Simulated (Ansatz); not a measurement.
BAs: several calculations on one system

**1. Relaxation**

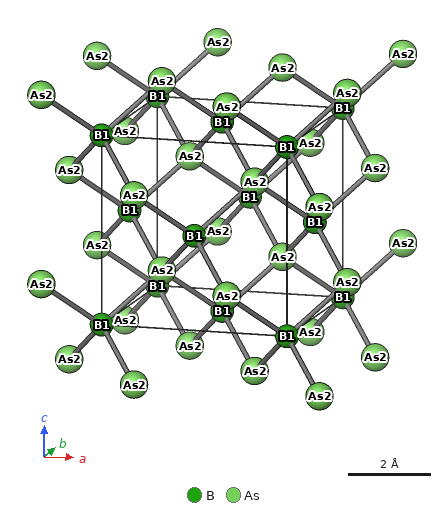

A crystal of BAs (set up in F-43m), before the relaxation. Style: ball-and-stick. Shown: the conventional cell (4 times the calculation's cell), slightly off an axis. Lengths and directions refer to the drawn axes.

Level of theory: Ansatz 0.2.0, DFT PBE, scalar-relativistic, plane waves, PAW.

Input
```yaml
crystal:
  lattice:
    - [0.0, 2.3885, 2.3885]
    - [2.3885, 0.0, 2.3885]
    - [2.3885, 2.3885, 0.0]
  atoms:
    - { symbol: B, position: [0.0, 0.0, 0.0] }
    - { symbol: As, position: [0.75, 0.75, 0.75] }
basis:
  ecutwfc: 420
kpoints:
  mp_grid: { grid: [10, 10, 10] }
hamiltonian:
  xc: pbe
scf:
  occupations: { method: gaussian, width: 0.02 }
output:
  forces: true
  stress: true
  eigenvalues: true
relax:
  adjacent_minimum: "off"
  f_tol: 0.005
  max_steps: 80
  cell: { stress_tol: 0.05 }
```

Launched with:
```bash
ansatz run input.yaml --threads 1 --pin off --max-ram 3072MiB --backend cpu --events-out ev --progress --plain --runs-dir out
```

What does the optimiser find from here?

After 2 accepted moves (3 points after the start) the energy has fallen by 2.4 meV per atom. All forces vanish by symmetry, so only the cell relaxes. The pressure goes from 2.77 to 0.04 GPa. At 1 point the geometry stayed and the basis and grid were re-selected for the new cell (energy shift of 0.2 meV per atom at most each time). The atoms keep their places relative to the cell (all moves are under 0.005 Å). The volume changes by +2.0 %, with a = b = c 4.777 → 4.809 Å (+0.7 %). Near-neighbour distances that change, for instance: B1–As2 2.069 → 2.082 Å. The space group stays F-43m (No. 216). The run took 16 s on 1 thread of AMD EPYC (Zen 3) (shared host), peak memory 0.34 GiB.

**2. Relaxation**

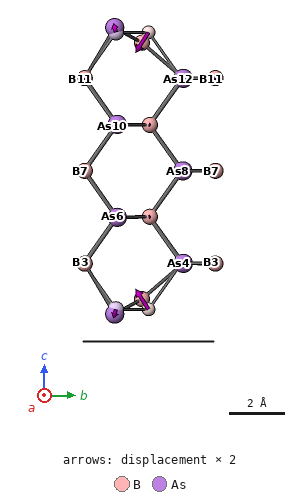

This is a relaxation of a slab of composition BAs (cut from the F-43m phase). The starting structure is drawn faded, the final one solid; purple arrows show the displacements, magnified 2 times.

Style: ball-and-stick. Shown: the cell of the calculation, outlined in the plane, without the vacuum, along the a axis.

Case: (1 1 0) slab, atoms relaxed. The slab is the (1 1 0) face of BAs.

The calculation used DFT PBEsol, scalar-relativistic, plane waves, PAW (Ansatz 0.2.0). Set-up: plane-wave cutoff 420 eV; k-point mesh 8 × 6 × 1; occupations gaussian; smearing width 0.05 eV; no spin polarisation; dipole correction; atoms relaxed in a fixed cell; force threshold 0.02 eV/Å; at most 60 steps.

Which element moves most?

Answer. Boron: up to 0.45 Å, against 0.18 Å for arsenic.

Describe the change and its energy.

Answer. The largest moves relative to the layer's centre, 0.45 Å, are those of B atoms. By element the largest moves are B 0.45 Å, As 0.18 Å. The cell stays as it was. Near-neighbour distances that change, for instance: As–B 2.065 → 2.142 Å, As–B 2.065 → 1.995 Å, As–B 2.065 → 2.032 Å, As–B 2.065 → 2.093 Å. Among the angles between lasting bonds that change: B–As–B 109.5° → 90.9°, B–As–B 109.5° → 95.1°, As–B–As 109.5° → 123.1°. The energy falls by 1.638 eV per cell of the calculation in 5 geometry steps. The largest force component goes from 2.2 to 0.0041 eV/Å. The run took 6.4 min on 1 thread of AMD EPYC 7R43 64-Core Processor (Zen 3), on a shared host, peak memory 0.84 GiB.

**3. A change**

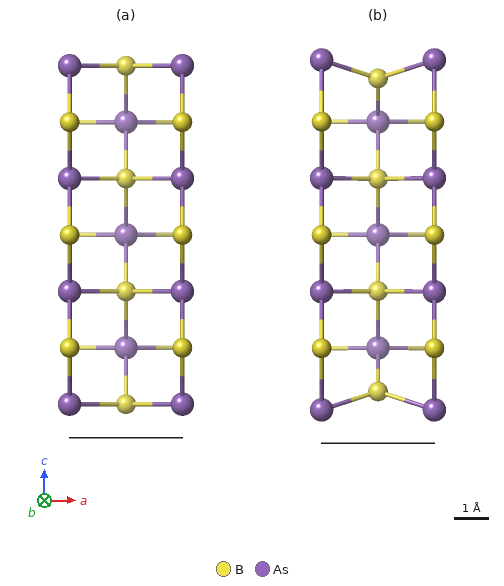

Left: a (1 1 0) slab of BAs as cut from the relaxed bulk. Right: the same structure after one change, at the same scale. Style: ball-and-stick. Shown: the cell of the calculation, outlined in the plane, without the vacuum, along the b axis.

All numbers below come from DFT PBEsol, scalar-relativistic, plane waves, PAW (Ansatz). (plane-wave cutoff 420 eV; occupations gaussian; no spin polarisation) The k-mesh is chosen for each cell (10×10×10, 8×6×1). Smearing widths differ between the runs.

The atoms of the slab are relaxed at the bulk's in-plane cell.

And its effect?

Answer. The surface energy (mean of the two faces) falls from 2.51 to 1.70 J/m². The top spacing, between the BAs and BAs planes, goes from 1.69 to 1.57 Å (−6.8 %), the bottom one (BAs to BAs) from 1.69 to 1.57 Å (−6.8 %). The top plane rumples by 0.55 Å. The cell stays as it was. The largest moves relative to the layer's centre, 0.45 Å, are those of B atoms. By element the largest moves are B 0.45 Å, As 0.18 Å. Near-neighbour distances before and after: As–B 2.065 → 1.995 to 2.142 Å.
